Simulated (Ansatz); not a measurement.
```
Zn Se
1.0
     2.83825    2.83825    0.00000
    -2.83825    2.83825    0.00000
     0.00000    0.00000    5.52058
Zn Se
2 2
Direct
  0.00000 0.00000 0.00000
  0.50000 0.50000 0.50000
  0.50000 0.00000 0.25000
  0.00000 0.50000 0.75000
```

Space group I-4m2; a structure from a database of computed crystals, not necessarily the ambient phase; changed on purpose from its base cell (uniaxial strain along c, a, b and atoms relaxed: -2.0 %).

Method: Ansatz 0.2.0, DFT PBEsol, scalar-relativistic, plane waves, PAW.

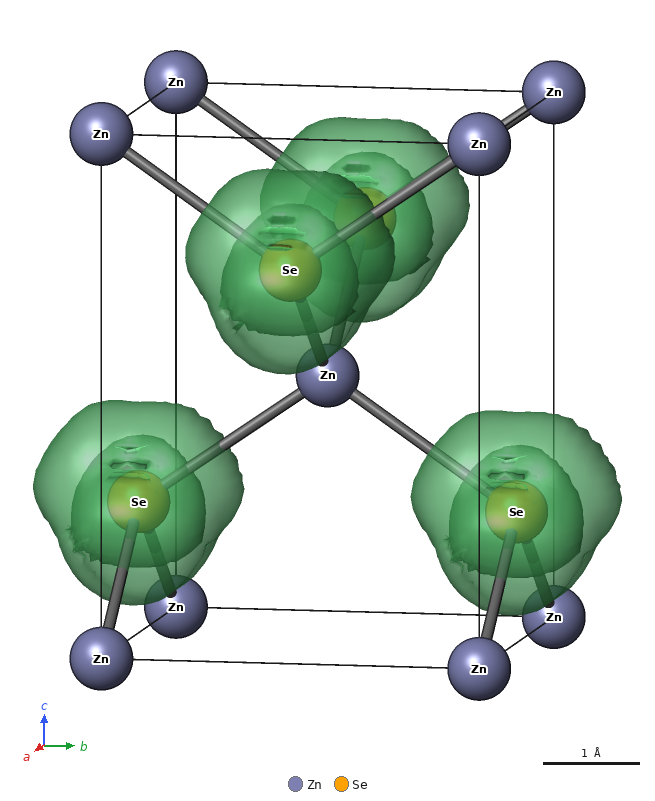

ZnSe. Isosurface of the electron localisation function at 0.75 (green), seen slightly off an axis. Only the valence region is drawn (cores and ρ < 0.01 e/Å³ removed). Sticks mark near contacts.

In a PAW calculation such maps are meaningful between the atoms, not at the nuclei.

**Identify the bonds, lone pairs and shells in this picture.**

At this value the surface marks out two regions wrapped around Se (the valence shell of each), counted in one cell of 4 atoms. Regions shared between cells count once.

Values along the shortest contacts:
Zn–Se (2.44 Å): the ELF is about 0.60 at the midpoint.
